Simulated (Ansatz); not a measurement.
A series of calculations on Al₂Ru

## 1. Relaxation

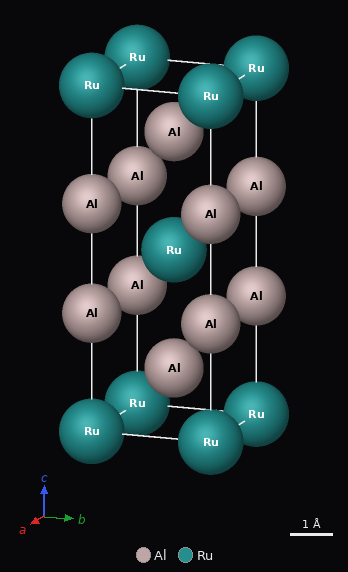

A crystal of Al2Ru (set up in I4/mmm), before the relaxation. Style: spheres-only. Shown: the cell of the calculation, slightly off an axis.

Case: biaxial strain in the a-b plane of -2.0 %; c and atoms relaxed.

All numbers below come from DFT r2SCAN, scalar-relativistic, plane waves, PAW (Ansatz 0.2.0).

The input:
```yaml
crystal:
  lattice:
    - [3.0593840995, 0.0, 0.0]
    - [0.0, 3.0593840995, 0.0]
    - [0.0, 0.0, 8.5463232074]
  atoms:
    - { symbol: Al, position: [0.5, 0.5, 0.1583571525] }
    - { symbol: Al, position: [0.0, 0.0, 0.3416428475] }
    - { symbol: Al, position: [0.0, 0.0, 0.6583571525] }
    - { symbol: Al, position: [0.5, 0.5, 0.8416428475] }
    - { symbol: Ru, position: [0.0, 0.0, 0.0] }
    - { symbol: Ru, position: [0.5, 0.5, 0.5] }
basis:
  ecutwfc: 500
kpoints:
  mp_grid: { grid: [12, 12, 4] }
hamiltonian:
  xc: r2scan
scf:
  occupations: { method: gaussian, width: 0.1 }
output:
  forces: true
  stress: true
  eigenvalues: true
  write_density: true
  write_potential: true
  elf: true
  volumetric_format: npy
relax:
  adjacent_minimum: "off"
  f_tol: 0.008
  max_steps: 40
  cell: { stress_tol: 0.015, fix: [a, b, gamma] }
```

Launched with:
```bash
ansatz run input.yaml --threads 1 --pin off --max-ram 2560MiB --backend cpu --events-out ev --progress --plain --runs-dir out
```

> What does the optimiser find from here?

The largest moves relative to the cell, 0.006 Å, are those of Al1, Al2, Al3 and Al4. Al3 goes along −c. Ru stays in place. The drawn cell changes as follows: a = b unchanged at 3.059 Å, c 8.546 → 8.591 Å (+0.5 %); the volume changes by +0.5 %. Some distances before and after: Al1–Al2 2.671 → 2.683 Å. The space group stays I4/mmm (No. 139). Over 3 accepted moves (4 points after the start) the energy falls by 0.4 meV per atom. The largest force component goes from 0.06 to under 0.0001 eV/Å. The pressure goes from 5.79 to 4.90 GPa. The SCF was repeated once at an unchanged geometry on a basis and grid sized afresh for the cell, which shifted the energy by less than 0.05 meV per atom at most. Cost: 3.3 min on 1 thread of Intel(R) Xeon(R) Processor @ 2.50GHz (Skylake/Cascade Lake) (shared host), peak memory 0.67 GiB.

## 2. Relaxation

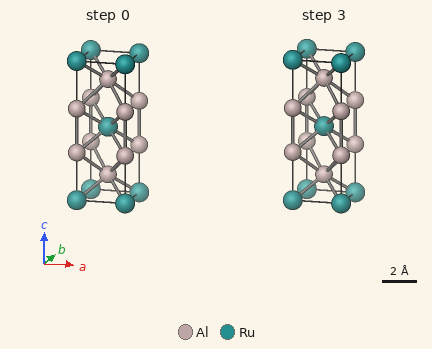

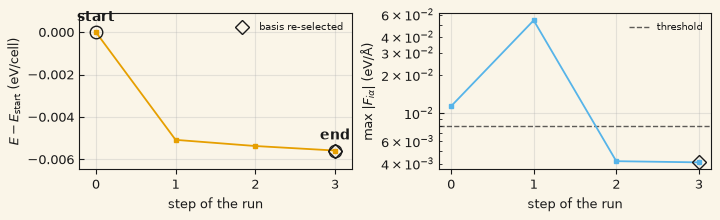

First and last geometry of a relaxation of a crystal of Al$_{2}$Ru (set up in I4/mmm), with the history of the run. Style: ball-and-stick. Shown: the cell of the calculation, slightly off an axis.

Case: biaxial strain in the a-b plane of -3.0 %; c and atoms relaxed.

Computed with DFT r2SCAN, scalar-relativistic, plane waves, PAW (Ansatz). Settings: plane-wave cutoff 500 eV; k-point mesh 12 × 12 × 4; occupations gaussian; smearing width 0.1 eV; no spin polarisation; cell relaxed at fixed a, b, gamma; force threshold 0.008 eV/Å; at most 40 steps.

Q: Read the history and describe the run.

A: It converged. Over 2 accepted moves (3 points after the start) the energy falls by 5.6 meV per cell of the calculation. Largest force component: 0.011 eV/Å at the start, 0.0041 eV/Å at the end. The pressure goes from 9.25 to 7.54 GPa. At 1 point the geometry stayed and the basis and grid were re-selected for the new cell (energy shift of 0.2 meV per cell of the calculation at most each time). The largest moves relative to the cell, 0.006 Å, are those of Al atoms. Ru stays in place. Cell: a = b unchanged at 3.028 Å, c 8.597 → 8.674 Å (+0.9 %). Volume +0.9 %. Some distances before and after: Al–Al 2.666 → 2.681 Å, Al–Al 2.711 → 2.723 Å. The space group stays I4/mmm (No. 139).

## 3. Series

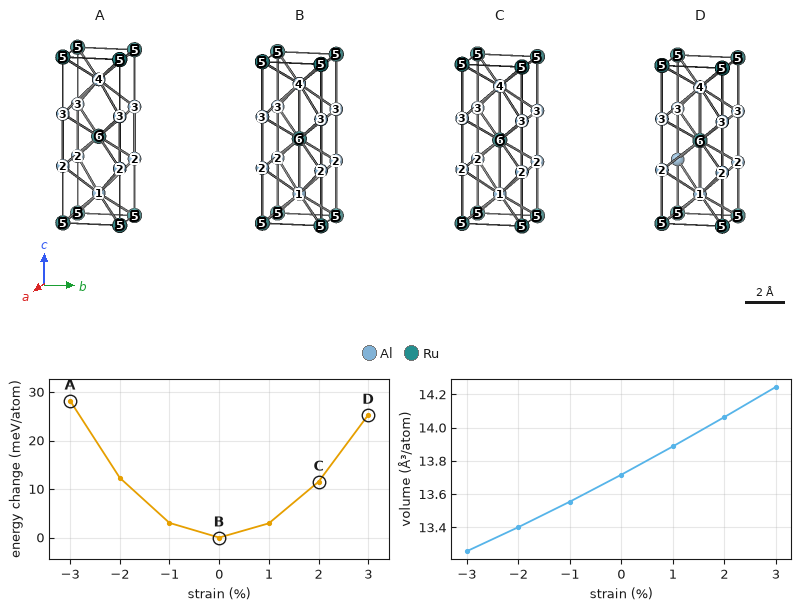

Members of a series of calculations on solid Al$_{2}$Ru (set up in I4/mmm), marked on the first curve. A ball-and-stick model of the cell of the calculation, seen slightly off an axis.

Method: DFT r2SCAN, scalar-relativistic, plane waves, PAW in Ansatz. Settings: plane-wave cutoff 500 eV; k-point mesh 12 × 12 × 4; occupations gaussian; smearing width 0.1 eV; no spin polarisation.

Describe the series.

Answer. Biaxial strain in the a–b plane, c and atoms relaxed. A (strain −3.0 %): energy change 28.2 meV/atom, volume 13.26 Å³ per atom. B (strain 0.0 %): energy change 0.0 meV/atom, volume 13.72 Å³ per atom. C (strain 2.0 %): energy change 11.5 meV/atom, volume 14.06 Å³ per atom. D (strain 3.0 %): energy change 25.3 meV/atom, volume 14.24 Å³ per atom. The rest compares A with D. Cell: a = b 3.028 → 3.215 Å (+6.2 %), c 8.674 → 8.266 Å (−4.7 %). Volume +7.5 %. Near-neighbour distances before and after: Al–Ru 2.975 → 2.801 Å, Al–Ru 2.538 → 2.635 Å, Al–Al 2.723 → 2.664 Å.
